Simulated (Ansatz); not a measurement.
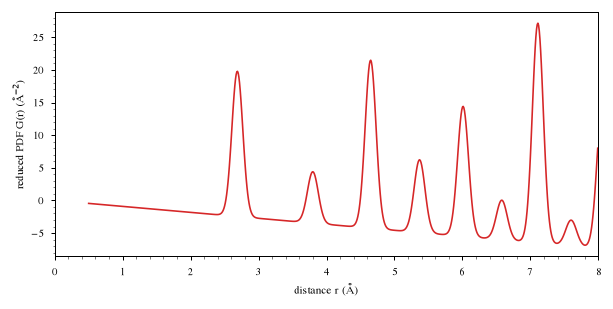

Computed X-ray G(r), with each pair weighted by the product of the atomic numbers (X-ray weights at Q = 0) and a uniform peak width σ = 0.08 Å.

Candidate polymorphs:

A. 
Space group Fm-3m (No. 225). a = 3.800 Å, b = 3.800 Å, c = 3.800 Å, α = 90.00°, β = 90.00°, γ = 90.00°
```
atom  site  symmetry       x       y       z
  Rh    4a      m-3m  0.0000  0.0000  0.0000
```

B. 
```cif
data_structure
_symmetry_space_group_name_H-M 'Im-3m'
_symmetry_Int_Tables_number 229
_cell_length_a 3.0701
_cell_length_b 3.0701
_cell_length_c 3.0701
_cell_angle_alpha 90.000
_cell_angle_beta 90.000
_cell_angle_gamma 90.000
_cell_volume 28.94
loop_
_atom_site_label
_atom_site_type_symbol
_atom_site_symmetry_multiplicity
_atom_site_Wyckoff_symbol
_atom_site_fract_x
_atom_site_fract_y
_atom_site_fract_z
_atom_site_occupancy
Rh1 Rh 2 a 0.00000 0.00000 0.00000 1
```

Origins: A, the input geometry of an electronic-structure calculation (not necessarily at equilibrium); B, the input geometry of an electronic-structure calculation (not necessarily at equilibrium); the starting structure was generated, so it need not be a known form of this composition.

**Which candidate gives this PDF?**

Candidate A, Rh, Fm-3m (first clear peaks at 2.69 Å (Rh–Rh) and 3.80 Å (Rh–Rh)). B would give first clear peaks at 2.66 Å (Rh–Rh) and 3.07 Å (Rh–Rh).
